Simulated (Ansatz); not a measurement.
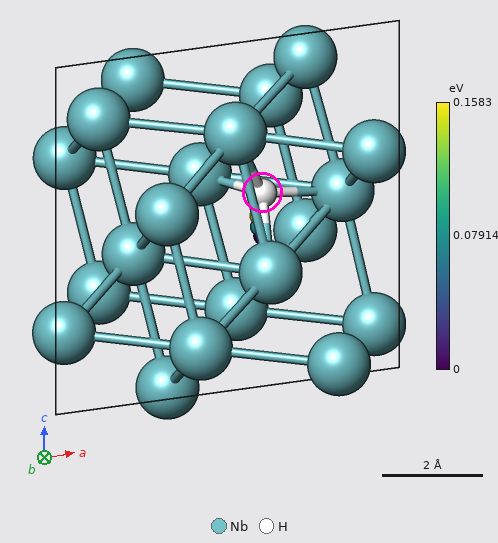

A search for the minimum-energy path of a defect cell of composition Nb₂₀H (21 atoms in the cell) by the nudged elastic band. Images are numbered from 0 (start) to 4 (end). The start is drawn whole; smaller spheres mark the moving atoms (H) in the later images, joined by lines and coloured by the energy of the image relative to the start. The picture is a ball-and-stick view of the simulation cell (origin moved), seen along the b axis. The moving atom is ringed, with any periodic copies. Bonds to atoms that aren't drawn are left out.

Level of theory: DFT LDA, scalar-relativistic, plane waves, PAW (Ansatz). Run with plane-wave cutoff 420 eV; k-point mesh 3 × 3 × 3; Gaussian smearing 0.1 eV; 3 movable images; climbing image.

Q: Describe the path and its energy.

A: The H atom travels furthest, 1.14 Å from end to end, along [0 1 −1], on a path that bends up to 0.09 Å away from the straight line. At the highest image its nearest neighbour (Nb) is 1.82 Å away, against 1.88 Å at the start, and the surrounding atoms stand up to 0.07 Å off the mean of their end positions. The two ends have the same energy, and the highest point, image 2, lies 0.158 eV above the start. The band converged in 4 iterations. The largest component of the band force went from 0.63 to 0.027 eV/Å. The climbing image converged on the top of the path. Its curvatures weren't checked.

Limits of the set-up: the periodic images lie only 7.1 Å apart, so the values are limited by the cell's size.

The run took 5.7 min on 4 threads of Arm Neoverse V2 (shared host), peak memory 2.9 GiB.
